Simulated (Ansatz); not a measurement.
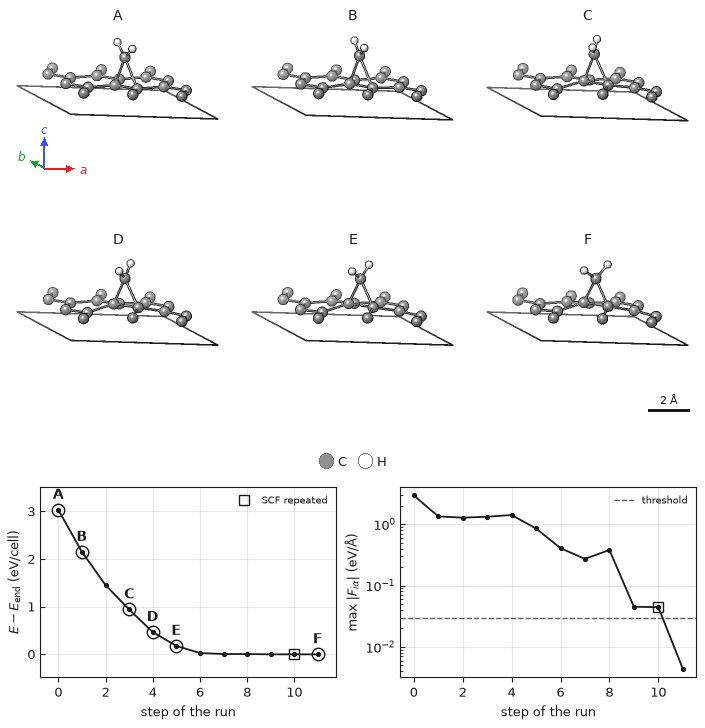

Frames of a relaxation of a slab of composition H2C19, marked on the history of the run. A ball-and-stick model of the cell of the calculation, outlined in the plane, without the vacuum (origin shifted), seen slightly off an axis.

It is CH2 on graphene monolayer, set down by a guess. The run prepares an end point of a later path (molecule hop) calculation, from a guessed geometry.

These are results of Ansatz, DFT PBE-D3(BJ), scalar-relativistic, plane waves, PAW, not measurements. Set-up: plane-wave cutoff 420 eV; k-point mesh 2 × 2 × 1; occupations gaussian; smearing width 0.02 eV; no spin polarisation; atoms relaxed in a fixed cell; force threshold 0.03 eV/Å; at most 60 steps.

Describe the path.

An H atom moves most relative to the layer's centre: 1.05 Å at 82° to the normal (+c side). By element the largest moves are H 1.05 Å, C 0.34 Å. The cell doesn't change. Near-neighbour distances that change, for instance: C–C 1.715 → 1.516 Å, C–C 1.424 → 1.542 Å, C–C 1.424 → 1.468 Å, C–C 1.560 → 1.516 Å. Among the angles between lasting bonds that change: C–C–H 152.3° → 116.6°, C–C–H 93.4° → 116.6°, C–C–H 137.9° → 116.6°. The energy falls by 3.032 eV per cell of the calculation in 10 accepted moves (11 points after the start). The largest force component goes from 2.9 to 0.0044 eV/Å. 1 step only repeated the SCF at the same geometry. The run took of the order of 40 core-seconds on a shared host. From step 0 to 1: an H atom moves most (0.19 Å), energy −0.882 eV per cell of the calculation. From step 1 to 3: an H atom moves most (0.38 Å), energy −1.208 eV per cell of the calculation. From step 3 to 4: an H atom moves most (0.20 Å), energy −0.475 eV per cell of the calculation. From step 4 to 5: an H atom moves most (0.20 Å), energy −0.290 eV per cell of the calculation. From step 5 to 11: an H atom moves most (0.27 Å), energy −0.177 eV per cell of the calculation.

```json
{"step": "0", "E − E(0), meV/atom": "0.00", "largest force component, eV/Å": "2.9375", "note": ""}
{"step": "1", "E − E(0), meV/atom": "-42.02", "largest force component, eV/Å": "1.3395", "note": ""}
{"step": "2", "E − E(0), meV/atom": "-75.21", "largest force component, eV/Å": "1.2748", "note": ""}
{"step": "3", "E − E(0), meV/atom": "-99.53", "largest force component, eV/Å": "1.3208", "note": ""}
{"step": "4", "E − E(0), meV/atom": "-122.13", "largest force component, eV/Å": "1.4082", "note": ""}
{"step": "5", "E − E(0), meV/atom": "-135.94", "largest force component, eV/Å": "0.8502", "note": ""}
{"step": "6", "E − E(0), meV/atom": "-143.05", "largest force component, eV/Å": "0.4063", "note": ""}
{"step": "7", "E − E(0), meV/atom": "-144.08", "largest force component, eV/Å": "0.2718", "note": ""}
{"step": "8", "E − E(0), meV/atom": "-144.10", "largest force component, eV/Å": "0.3792", "note": ""}
{"step": "9", "E − E(0), meV/atom": "-144.39", "largest force component, eV/Å": "0.0452", "note": ""}
{"step": "10", "E − E(0), meV/atom": "-144.39", "largest force component, eV/Å": "0.0444", "note": "same geometry, SCF repeated"}
{"step": "11", "E − E(0), meV/atom": "-144.39", "largest force component, eV/Å": "0.0044", "note": ""}
```

Limits of the set-up: the periodic images lie only 7.4 Å apart, so the values are limited by the cell's size.
